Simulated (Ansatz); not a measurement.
# Zn₂O₅: what the fields show

```
Zn O
1.0
     3.39348    0.00000    0.00000
    -1.69674    2.93884    0.00000
     0.00000    0.00000   23.78380
Zn O
4 10
Direct
  0.66667 0.33333 0.85301
  0.33333 0.66667 0.14699
  0.66667 0.33333 0.05027
  0.33333 0.66667 0.94973
  0.00000 0.00000 0.47438
  0.00000 0.00000 0.52562
  0.66667 0.33333 0.69783
  0.66667 0.33333 0.64659
  0.33333 0.66667 0.30217
  0.33333 0.66667 0.35341
  0.33333 0.66667 0.85080
  0.66667 0.33333 0.14920
  0.33333 0.66667 0.04956
  0.66667 0.33333 0.95044
```

Space group P-3m1; a generated structure, not necessarily the stable one; spin-polarised.

All numbers below come from DFT PBE, scalar-relativistic, plane waves, PAW (Ansatz).

The density is the valence pseudo-density of a PAW calculation; it isn't the true density close to the nuclei.

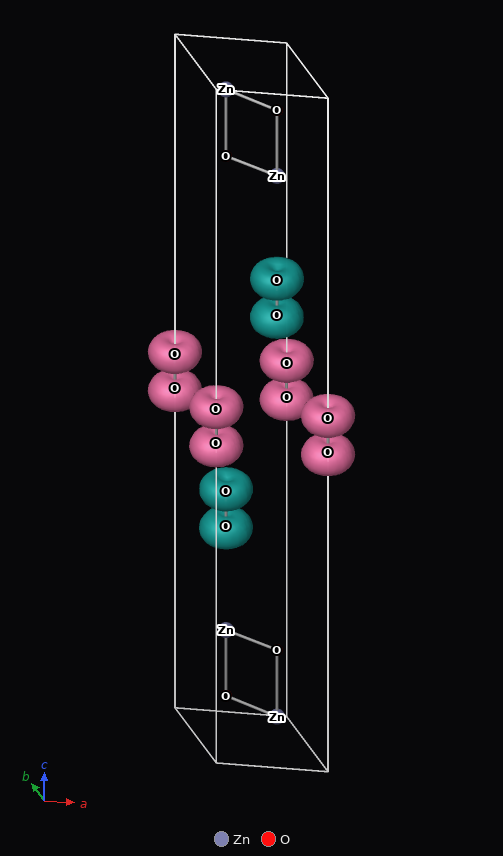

Figure 1. Isosurfaces of the spin density (up minus down) at +0.15 (teal) and −0.15 e/Å³ (pink), seen at an oblique angle. Sticks mark near contacts.

**Where is the spin, and how is it ordered?**

The spin density sits on O: +0.6 μB (×4) and −0.6 μB (×2) in one cell of 14 atoms: ferrimagnetic (opposed moments on unlike sites) in this solution. The cell of the calculation (14 atoms) carries 2.0 μB of net spin moment.

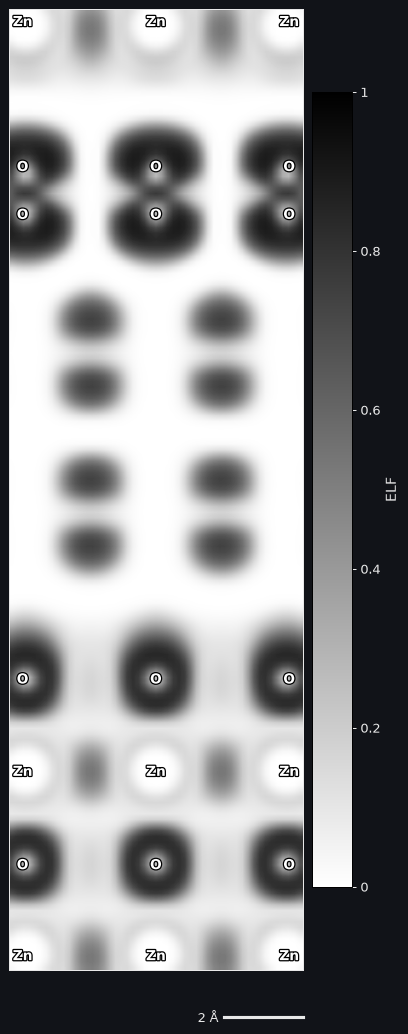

Figure 2. ELF on the (100) plane of the conventional cell.

**Describe what can be read from this map.**

Atoms in the plane: Zn and O. O–O (1.22 Å): the ELF peaks at about 0.80 between the atoms (inside overlapping PAW spheres, so only a guide), as expected for localised, covalent bonding. The ELF also peaks beside O, away from the bonds: non-bonding electrons, paired or unpaired.

**Metal or insulator at this level of theory?**

It is gapped, with a Kohn–Sham gap of 0.35 eV on the k-point mesh (the band edges may lie off the mesh, which would make the gap smaller).
